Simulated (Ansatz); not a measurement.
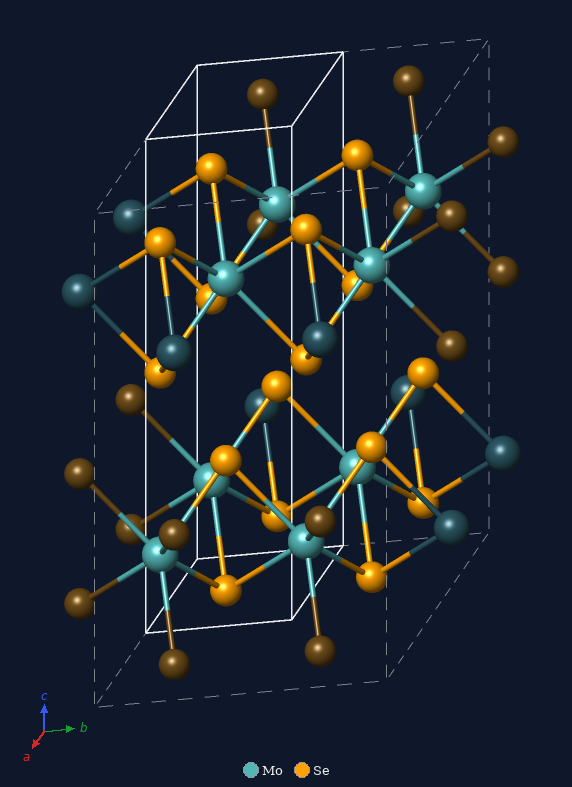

The image is a ball-and-stick drawing of a crystal, viewed from a general direction. The picture spans 2×2×1 cells, one conventional unit cell being drawn with solid lines. Outside the box, the atoms bonded to those within are drawn, in fainter colours.

MoSe₂, space group P6_3/mmc (No. 194), a = 3.28 Å, b = 3.28 Å, c = 12.92 Å, α = 90.00°, β = 90.00°, γ = 120.00°.

All computed values are from DFT PBE+D3(BJ), scalar-relativistic, plane waves, PAW (Ansatz 0.2.0). Settings: an energy cutoff of 420 eV, Brillouin-zone sampling on a 12×12×2 mesh, Gaussian smearing of 0.05 eV, no spin polarisation.

What does the calculation say: metal or gapped?

Answer. A semiconductor at this level, with a gap of 0.83 eV on the k-mesh (the true edges may lie between mesh points, so the gap can be somewhat smaller).

Would the cell expand or shrink if it could?

Answer. The computed pressure is -2.1 GPa (stretched: it would shrink). The stress isn't hydrostatic: its largest component is 3.9 GPa.

Origin of the cell: a structure listed in the Materials Project. The cell was then strained or its atoms displaced on purpose. Ansatz was used for an electronic-structure calculation on it.
